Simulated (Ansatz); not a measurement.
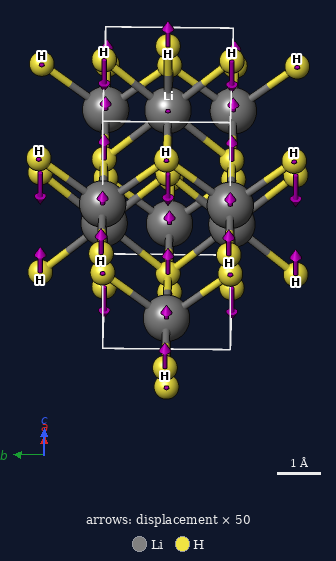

This is a relaxation of a crystal of Li2H3 (built on the A-type sesquioxide_164 type). The starting structure is drawn; purple arrows show the displacements (the part carried along by the change of the cell is left out), 50 times their true length.

The picture is a ball-and-stick view of the conventional cell (2 times the calculation's cell), seen from a free direction. Lengths and directions refer to the drawn axes.

Case: the structure that the rattled A-type sesquioxide type (P-3m1, No. 164) fell into.

Theory: DFT PBE, scalar-relativistic, plane waves, PAW in Ansatz 0.2.0.

The input:
```yaml
crystal:
  lattice:
    - [3.9204811212, 0.0, 0.0]
    - [0.0, 1.4887506308, 3.1990236682]
    - [0.0, -1.4887506308, 3.1990236682]
  atoms:
    - { symbol: Li, position: [0.5, 0.3431585204, 0.3431585204] }
    - { symbol: Li, position: [0.0, 0.6355204853, 0.6355204853] }
    - { symbol: H, position: [0.5, 0.0633188362, 0.0633188362] }
    - { symbol: H, position: [0.0, 0.3335520159, 0.3335520159] }
    - { symbol: H, position: [0.5, 0.6251504222, 0.6251504222] }
basis:
  ecutwfc: 420
kpoints:
  mp_grid: { grid: [10, 14, 14] }
hamiltonian:
  xc: pbe
scf:
  occupations: { method: gaussian, width: 0.1 }
output:
  forces: true
  stress: true
  eigenvalues: true
relax:
  adjacent_minimum: "off"
  f_tol: 0.01
  max_steps: 80
  cell: { stress_tol: 0.05 }
```

Launched with:
```bash
ansatz run input.yaml --threads 1 --pin off --max-ram 2560MiB --backend cpu --events-out ev --progress --plain --runs-dir out
```

### Atoms of which element are displaced furthest, and by how much?

Hydrogen: up to 0.018 Å, against 0.008 Å for lithium.

### What did the optimiser do to the structure, and how much energy did it gain?

The energy falls by 0.3 meV per atom in 4 accepted moves (5 points after the start). The largest force component goes from 0.066 to 0.0014 eV/Å. Pressure: −0.06 GPa at the start and 0.01 GPa at the end. At 1 point the geometry stayed and the basis and grid were re-selected for the new cell (energy shift of less than 0.05 meV per atom at most each time). The atom that moves furthest relative to the cell is H3 (0.018 Å along −c). By element the largest moves are H 0.018 Å, Li 0.008 Å. Cell: a 3.920 → 3.933 Å (+0.3 %), b 2.978 → 2.980 Å (+0.1 %), c 6.398 → 6.353 Å (−0.7 %). Volume −0.3 %. Some distances before and after: Li1–H3 2.050 → 2.033 Å, Li1–H5 2.040 → 2.023 Å, Li2–H4 1.955 → 1.944 Å, Li1–H4 1.961 → 1.968 Å. The space group stays Amm2 (No. 38).
